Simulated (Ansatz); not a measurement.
# A series of single points on Ge

System: Ge (Fmmm, 4 atoms in the cell).
Method: Kohn-Sham DFT of a periodic cell, PBEsol, all-electron LAPW, scalar-relativistic, no spin polarisation (Ansatz 0.2.0).

The 7 runs differ only in the geometry, by an even scaling of the cell at fixed fractional positions. The structure derives from a Materials Project entry.

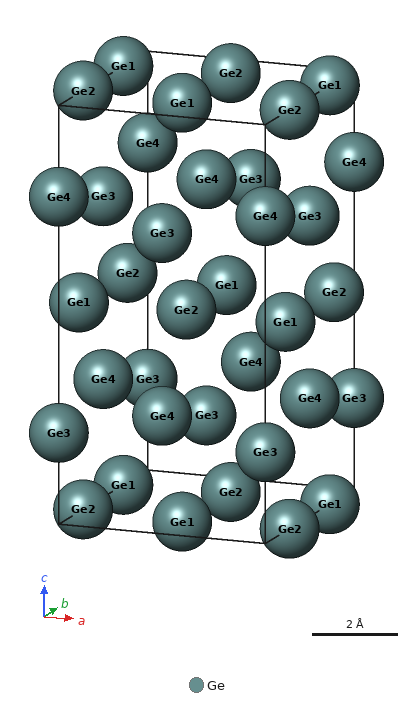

Figure 1. The structure of run 4 (spheres-only view of the cell 4 times as large as that of the calculation, set on its symmetry axes, seen slightly off an axis; atoms are numbered from 1 in the order of the input). An atom can appear more than once, as a periodic image.

### Input of run 4
```yaml
crystal:
  lattice:
    - [0.0, 2.88574, 5.115665]
    - [2.630497, 0.0, 5.115665]
    - [2.630497, 2.88574, 0.0]
  atoms:
    - { symbol: Ge, position: [0.72649, 0.27351, 0.72649] }
    - { symbol: Ge, position: [0.27351, 0.72649, 0.27351] }
    - { symbol: Ge, position: [0.218133, 0.218133, 0.781867] }
    - { symbol: Ge, position: [0.781867, 0.781867, 0.218133] }
kpoints:
  mp_grid: { grid: [7, 7, 7] }
scf:
  occupations: { method: fermi_dirac, width: 0.05 }
hamiltonian:
  xc: pbesol
  pseudopotentials: { kind: all_electron, lapw: { basis_error: 0.001 } }
output:
  forces: true
  stress: true
  eigenvalues: true
```

Command:
```bash
ansatz run input.yaml --threads 2 --pin off --max-ram 8192MiB --backend cpu --events-out ev --progress --plain --runs-dir out
```

Lattice vectors (Å) and fractional positions of run 4:
```
   0.000000    2.885740    5.115665
   2.630497    0.000000    5.115665
   2.630497    2.885740    0.000000
Ge  0.726490  0.273510  0.726490
Ge  0.273510  0.726490  0.273510
Ge  0.218133  0.218133  0.781867
Ge  0.781867  0.781867  0.218133
```

Run 2 differs from it as follows:
```diff
-    - [0.0, 2.88574, 5.115665]
-    - [2.630497, 0.0, 5.115665]
-    - [2.630497, 2.88574, 0.0]
+    - [0.0, 2.8467387326, 5.0465259165]
+    - [2.5949453852, 0.0, 5.0465259165]
+    - [2.5949453852, 2.8467387326, 0.0]
```

### Results, with one run withheld

```csv
run,volume per atom (Å³),"free energy per atom, from the lowest run given (meV)",pressure (GPa)
1,18.251,0.00,0.93
2,18.640,?,?
3,19.028,3.35,−2.18
4,19.416,10.23,−3.47
5,19.805,20.06,−4.62
6,20.193,32.55,−5.66
7,20.581,47.41,−6.58
```

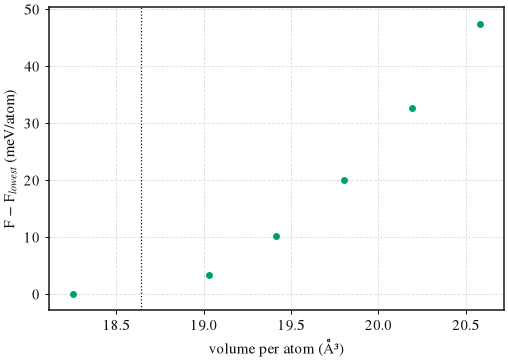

Figure 2. Free energy per atom of the runs given; the dotted line marks run 2.

Estimate the energy of run 2 from the others.

A cubic polynomial in V^(−2/3) (the Birch–Murnaghan form), fitted to the 6 runs given, misses them by at most 0.02 meV per atom. With x = V^(−2/3) − 0.13794 Å⁻², it reads F = 12.554 − 5018.2 x + 4.7606e+05 x² + 5.7716e+05 x³ (meV per atom). At run 2 it gives −0.18 meV per atom, and the run itself gives −0.20. The slope of the fit gives a pressure −dF/dV of −0.72 GPa there, and the run prints −0.72 GPa. The fit has its minimum at 18.461 Å³ per atom, where V d²F/dV² gives 76.7 GPa. Cell shape and fractional positions are held, so this is the stiffness under even scaling; the relaxed bulk modulus wasn't computed.

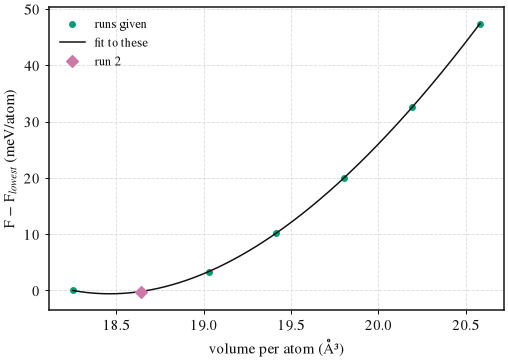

Figure 3. The fit and the withheld run.

### Output, shortened to warnings, some set-up lines, iterations and results (run 2)
```
Basis set: ecut = 277.79430721303453 eV, 773 PW (Γ), FFT grids on a1−a2, a2, a3, exchange–correlation at level 2
Symmetry: 8 space group operations
k-points: 64 of 343
Initial density: superposition of atomic densities (chi_scale 0.1, normalization cell)
[...]
SCF iter   1: F=—  HF=-228298.751396 eV  |F-HF|=—  |Δ(HF+E_count)|=         —  Δρ=1.52e-2  dr2=1.20e-1  ethr=1.36e-4  ⟨swp⟩=3.0  Hψ=22039  notcnv=0
SCF iter   2: F=—  HF=-228298.696389 eV  |F-HF|=—  |Δ(HF+E_count)|=   5.50e-2  Δρ=9.95e-3  dr2=6.01e-2  ethr=1.36e-4  ⟨swp⟩=2.0  Hψ=9939  notcnv=0
SCF iter   3: F=—  HF=-228298.688486 eV  |F-HF|=—  |Δ(HF+E_count)|=   7.90e-3  Δρ=5.48e-3  dr2=2.01e-2  ethr=6.83e-5  ⟨swp⟩=2.0  Hψ=9497  notcnv=0
SCF iter   4: F=—  HF=-228298.685140 eV  |F-HF|=—  |Δ(HF+E_count)|=   3.35e-3  Δρ=1.85e-3  dr2=3.03e-3  ethr=2.28e-5  ⟨swp⟩=2.0  Hψ=9498  notcnv=0
SCF iter   5: F=—  HF=-228298.684575 eV  |F-HF|=—  |Δ(HF+E_count)|=   5.65e-4  Δρ=2.79e-4  dr2=7.87e-5  ethr=8.95e-8  ⟨swp⟩=2.0  Hψ=16437  notcnv=0
SCF iter   6: F=—  HF=-228298.684573 eV  |F-HF|=—  |Δ(HF+E_count)|=   2.46e-6  Δρ=1.01e-4  dr2=1.12e-5  ethr=8.94e-8  ⟨swp⟩=2.0  Hψ=9497  notcnv=0
SCF iter   7: F=—  HF=-228298.684578 eV  |F-HF|=—  |Δ(HF+E_count)|=   5.01e-6  Δρ=3.19e-5  dr2=1.21e-6  ethr=1.27e-8  ⟨swp⟩=2.1  Hψ=9502  notcnv=0
SCF iter   8: F=—  HF=-228298.684572 eV  |F-HF|=—  |Δ(HF+E_count)|=   5.47e-6  Δρ=1.94e-5  dr2=1.90e-7  ethr=1.37e-9  ⟨swp⟩=2.0  Hψ=9497  notcnv=0
SCF iter   9: F=-228298.684572 eV  HF=-228298.684572 eV  |F-HF|=1.75e-10  |Δ(HF+E_count)|=   2.68e-8  Δρ=4.39e-6  dr2=1.28e-8  ethr=2.16e-10  ⟨swp⟩=2.0  Hψ=9497  notcnv=0
SCF 1 converged in 9 iterations: F = -228298.684572 eV  dr2 = 1.28e-8
SCF converged after 9 iterations
Free energy (F): -228298.684572 eV
Harris-Foulkes:  -228298.684572 eV  (|F-HF|=1.75e-10)
Internal energy: -228298.672580 eV  (E = F + TS)
E sigma→0 (E₀):  -228298.678576 eV
Entropy (-TS):   -0.011992 eV (-2.998 meV/atom)
Fermi energy:    12.652291 eV
--- Per-component energies (eV) ---
  E_band       = -3916.138730
  E_kinetic    = 233061.055558
  E_xc         = -8511.826590
  E_electrostatic = -452847.901548  (all electrons and nuclei)
  E_smearing   = -0.011992  (= −TS)
  E_closure    = 0.000000  (closes the sum)
  E_atoms      = -228279.676078  (free atoms, spherical and without spin; not in F)
  Σ components = -228298.684572   (vs F -228298.684572, Δ=0.00e0)
  Basis errors (estimates in eV, not in F): energy 3.5e-4 per atom: plane waves 3.3e-4 (1.8e-4 summed), levels above the bands 2.2e-67, relativity 2.2e-9, radial functions 2.7e-5, core shells 5.1e-11; eigenvalues (radial functions only) 7.5e-7; not estimated: angular momenta, meshes, grids; target …
--- Forces (eV/Å), atoms counted from 1 ---
  atom   1  Ge    -0.00000000    -0.03044878     0.00000000
  atom   2  Ge     0.00000000     0.03044878    -0.00000000
  atom   3  Ge     0.00000000     0.00000000     0.07552680
  atom   4  Ge    -0.00000000     0.00000000    -0.07552680
  max |Σ_I F_I| component: 0.00e0 eV/Å
--- Stress (GPa, compression-positive) ---
       -1.124931       0.000000       0.000000
        0.000000      -0.127642       0.000000
        0.000000       0.000000      -0.905100
  P = ⅓ Tr σ = -0.7192 GPa (-7.192 kbar)
```
